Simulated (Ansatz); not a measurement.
**ZrC: a changed input and its effect**

System: ZrC (2 atoms in the cell).
Method of run A: DFT PBE, scalar-relativistic, plane waves, PAW, no spin polarisation (Ansatz 0.2.0).

The structure was built on a prototype by a generator; it need not be a known phase. Text and figures count atoms from 1; the logs count them from 0 in places.

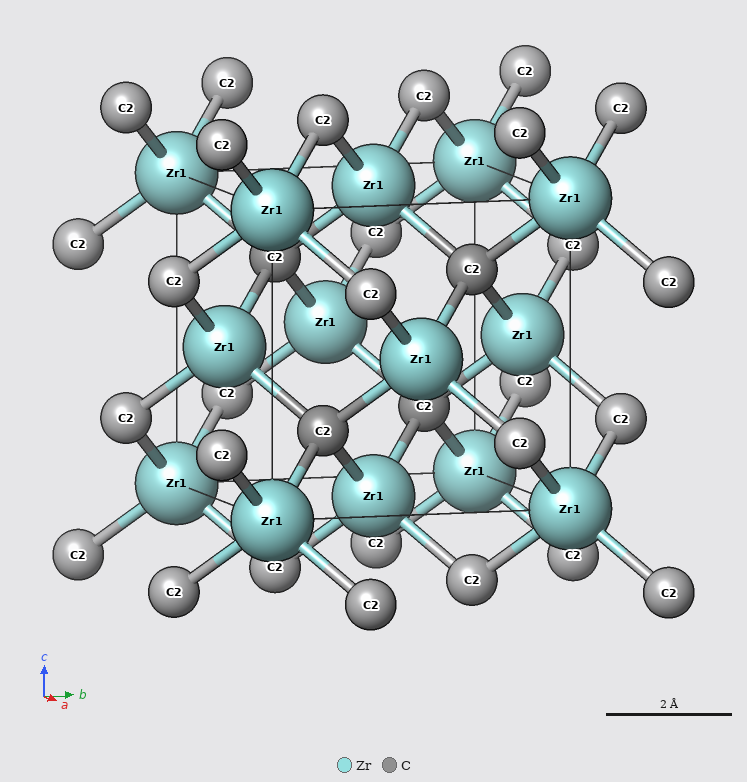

**Figure 1.** The structure (ball-and-stick view of the cell 4 times as large as that of the calculation, set on its symmetry axes, seen slightly off an axis; neighbours outside the cell are drawn fainter; atoms are numbered from 1 in the order of the input). An atom can appear more than once, as a periodic image.

**Input file, run A**
```yaml
crystal:
  lattice:
    - [0.0, 2.5181709341, 2.5181709341]
    - [2.5181709341, 0.0, 2.5181709341]
    - [2.5181709341, 2.5181709341, 0.0]
  atoms:
    - { symbol: Zr, position: [0.0, 0.0, 0.0] }
    - { symbol: C, position: [0.25, 0.25, 0.25] }
basis:
  ecutwfc: 420
  ecutrho_ratio: 4
kpoints:
  mp_grid: { grid: [12, 12, 12] }
hamiltonian:
  xc: pbe
scf:
  occupations: { method: gaussian, width: 0.05 }
output:
  forces: true
  stress: true
  eigenvalues: true
```

Command:
```bash
ansatz run input.yaml --threads 4 --pin off --max-ram 9216MiB --backend cpu --events-out ev --progress --plain --runs-dir out
```

Hardware: 4 threads of Intel Xeon @ 2.50GHz (Skylake/Cascade Lake), 12 GiB of memory available, shared host.

**Output, shortened to warnings, some set-up lines, iterations and results (run A)**
```
Basis set: ecut = 420 eV, 609 PW (Γ), exchange–correlation on 48×48×48 points (8 copies of the dense FFT grid, shifted against one another)
Symmetry: 24 space group operations
k-points: 72 of 1728 (time reversal used)
Initial density: superposition of atomic densities (neutral atoms: chi_scale 0, normalization atom), corrected by the library's trained network
[...]
SCF iter   1: F=—  HF=-4435.257297 eV  |F-HF|=—  |Δ(HF+E_count)|=         —  Δρ=1.12e-2  dr2=6.35e-2  ethr=1.77e-3  ⟨swp⟩=5.0  Hψ=4380  notcnv=0
SCF iter   2: F=—  HF=-4435.244817 eV  |F-HF|=—  |Δ(HF+E_count)|=   1.25e-2  Δρ=2.84e-3  dr2=3.35e-3  ethr=3.97e-4  ⟨swp⟩=1.8  Hψ=1543  notcnv=0
SCF iter   3: F=—  HF=-4435.244211 eV  |F-HF|=—  |Δ(HF+E_count)|=   6.06e-4  Δρ=7.33e-4  dr2=1.12e-4  ethr=2.09e-5  ⟨swp⟩=2.1  Hψ=1035  notcnv=0
SCF iter   4: F=—  HF=-4435.244224 eV  |F-HF|=—  |Δ(HF+E_count)|=   1.26e-5  Δρ=9.37e-5  dr2=2.91e-6  ethr=7.03e-7  ⟨swp⟩=2.4  Hψ=1236  notcnv=0
SCF iter   5: F=—  HF=-4435.244213 eV  |F-HF|=—  |Δ(HF+E_count)|=   1.12e-5  Δρ=1.62e-5  dr2=9.02e-8  ethr=1.82e-8  ⟨swp⟩=2.9  Hψ=1427  notcnv=0
SCF iter   6: F=-4435.244213 eV  HF=-4435.244213 eV  |F-HF|=8.45e-10  |Δ(HF+E_count)|=   2.46e-8  Δρ=3.30e-6  dr2=2.67e-9  ethr=5.64e-10  ⟨swp⟩=2.9  Hψ=3249  notcnv=0
SCF 1 converged in 6 iterations: F = -4435.244213 eV  dr2 = 2.67e-9
SCF converged after 6 iterations
Free energy (F): -4435.244213 eV
Harris-Foulkes:  -4435.244213 eV  (|F-HF|=8.45e-10)
Internal energy: -4435.244213 eV  (E = F + TS)
E sigma→0 (E₀):  -4435.244213 eV
Fermi energy:    11.406050 eV
--- Per-component energies (eV) ---
  E_band       = -101.340763
  E_kinetic    = 423.009768
  E_local      = -792.117901  (includes V_loc(G=0)·N_el)
  E_nonlocal   = 106.041501
  E_hartree    = 249.654653
  E_xc         = -210.632502
  E_vxc        = -251.610875  (∫ρ·V_xc dr)
  E_paw        = -3052.438950  (= ΣΔE_a)
  E_vpaw       = -85.973580  (= ΣTr[D̂ρ^β])
  E_aug_tail   = 0.000027  (compensation charges beyond the density's cutoff)
  E_ewald      = -1158.760808
  E_smearing   = -0.000000  (= −TS)
  E_closure    = 0.000000  (closes the sum)
  Σ components = -4435.244213   (vs F -4435.244213, Δ=0.00e0)
--- Forces (eV/Å), atoms counted from 1 ---
  atom   1  Zr     0.00000000    -0.00000000    -0.00000000
  atom   2  C     -0.00000000     0.00000000     0.00000000
  max |Σ_I F_I| component: 2.96e-16 eV/Å
--- Stress (GPa, compression-positive) ---
        4.988980       0.000000      -0.000000
       -0.000000       4.988980       0.000000
       -0.000000       0.000000       4.988980
  P = ⅓ Tr σ = 4.9890 GPa (49.890 kbar)
```

For run B the input was changed thus:
```diff
-    - [0.0, 2.5181709341, 2.5181709341]
-    - [2.5181709341, 0.0, 2.5181709341]
-    - [2.5181709341, 2.5181709341, 0.0]
+    - [0.0, 2.5457850239, 2.5457850239]
+    - [2.5457850239, 0.0, 2.5457850239]
+    - [2.5457850239, 2.5457850239, 0.0]
```

What does this change do to the results?

With the same functional and potentials, run B lies 7.9 meV per atom lower. The pressure goes from 4.99 to −0.09 GPa. The volume per atom goes from 15.97 to 16.50 Å³. The cell is scaled evenly with the atoms at fixed fractional positions, so −ΔP/Δ ln V estimates the bulk modulus midway between the two volumes: about 160 GPa. The number of SCF iterations is the same. The plane waves at Γ go from 609 to 645.

**Output, shortened to warnings, some set-up lines, iterations and results (run B)**
```
Basis set: ecut = 420 eV, 645 PW (Γ), exchange–correlation on 50×50×50 points (8 copies of the dense FFT grid, shifted against one another)
Symmetry: 24 space group operations
k-points: 72 of 1728 (time reversal used)
Initial density: superposition of atomic densities (neutral atoms: chi_scale 0, normalization atom), corrected by the library's trained network
[...]
SCF iter   1: F=—  HF=-4435.271085 eV  |F-HF|=—  |Δ(HF+E_count)|=         —  Δρ=1.02e-2  dr2=5.51e-2  ethr=1.77e-3  ⟨swp⟩=4.9  Hψ=4383  notcnv=0
SCF iter   2: F=—  HF=-4435.260437 eV  |F-HF|=—  |Δ(HF+E_count)|=   1.06e-2  Δρ=2.59e-3  dr2=2.78e-3  ethr=3.44e-4  ⟨swp⟩=1.8  Hψ=1536  notcnv=0
SCF iter   3: F=—  HF=-4435.259990 eV  |F-HF|=—  |Δ(HF+E_count)|=   4.47e-4  Δρ=7.15e-4  dr2=1.06e-4  ethr=1.74e-5  ⟨swp⟩=2.1  Hψ=1028  notcnv=0
SCF iter   4: F=—  HF=-4435.260007 eV  |F-HF|=—  |Δ(HF+E_count)|=   1.66e-5  Δρ=8.15e-5  dr2=2.14e-6  ethr=6.62e-7  ⟨swp⟩=2.5  Hψ=1254  notcnv=0
SCF iter   5: F=—  HF=-4435.260004 eV  |F-HF|=—  |Δ(HF+E_count)|=   2.69e-6  Δρ=1.47e-5  dr2=8.80e-8  ethr=1.34e-8  ⟨swp⟩=2.8  Hψ=1411  notcnv=0
SCF iter   6: F=-4435.260004 eV  HF=-4435.260004 eV  |F-HF|=1.27e-9  |Δ(HF+E_count)|=   2.52e-8  Δρ=3.07e-6  dr2=2.79e-9  ethr=5.50e-10  ⟨swp⟩=2.4  Hψ=3142  notcnv=0
SCF 1 converged in 6 iterations: F = -4435.260004 eV  dr2 = 2.79e-9
SCF converged after 6 iterations
Free energy (F): -4435.260004 eV
Harris-Foulkes:  -4435.260004 eV  (|F-HF|=1.27e-9)
Internal energy: -4435.260004 eV  (E = F + TS)
E sigma→0 (E₀):  -4435.260004 eV
Fermi energy:    10.941467 eV
--- Per-component energies (eV) ---
  E_band       = -109.032596
  E_kinetic    = 421.027461
  E_local      = -807.917456  (includes V_loc(G=0)·N_el)
  E_nonlocal   = 105.826424
  E_hartree    = 254.314193
  E_xc         = -210.016079
  E_vxc        = -250.785379  (∫ρ·V_xc dr)
  E_paw        = -3052.302828  (= ΣΔE_a)
  E_vpaw       = -85.812981  (= ΣTr[D̂ρ^β])
  E_aug_tail   = 0.000029  (compensation charges beyond the density's cutoff)
  E_ewald      = -1146.191748
  E_smearing   = -0.000000  (= −TS)
  E_closure    = 0.000000  (closes the sum)
  Σ components = -4435.260004   (vs F -4435.260004, Δ=0.00e0)
--- Forces (eV/Å), atoms counted from 1 ---
  atom   1  Zr     0.00000000    -0.00000000    -0.00000000
  atom   2  C     -0.00000000     0.00000000    -0.00000000
  max |Σ_I F_I| component: 2.59e-16 eV/Å
--- Stress (GPa, compression-positive) ---
       -0.086718      -0.000000      -0.000000
        0.000000      -0.086718       0.000000
       -0.000000       0.000000      -0.086718
  P = ⅓ Tr σ = -0.0867 GPa (-0.867 kbar)
```

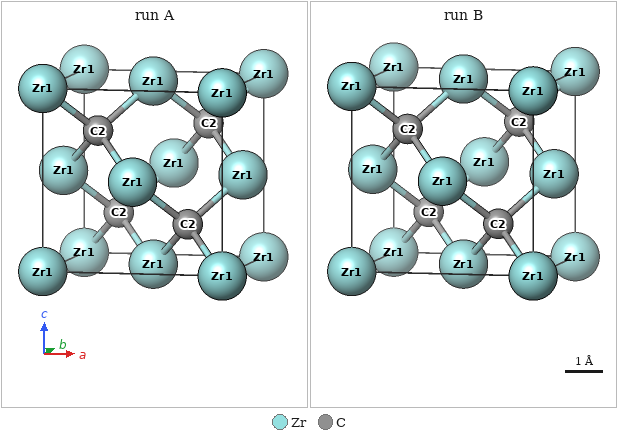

**Figure 2.** The two input geometries at one scale (ball-and-stick view of the cell 4 times as large as that of the calculation, set on its symmetry axes, seen slightly off an axis). The atoms keep their places relative to the cell (all moves are under 0.005 Å). The drawn cell changes as follows: a = b = c 5.036 → 5.092 Å (+1.1 %); the volume changes by +3.3 %. Among the contacts that change: Zr1–C2 2.181 → 2.205 Å.

**The two runs side by side**

```csv
quantity,run A,run B
outcome,converged,converged
free energy per atom (eV),−2217.6221,−2217.6300
gap on the mesh (eV),0.47,0.49
pressure (GPa),4.99,−0.09
volume per atom (Å³),15.97,16.50
largest force (eV/Å),0.000,0.000
SCF iterations,6,6
irreducible k-points,72,72
plane waves at Γ,609,645
wall time (shared host),1.2 s,1.2 s
```
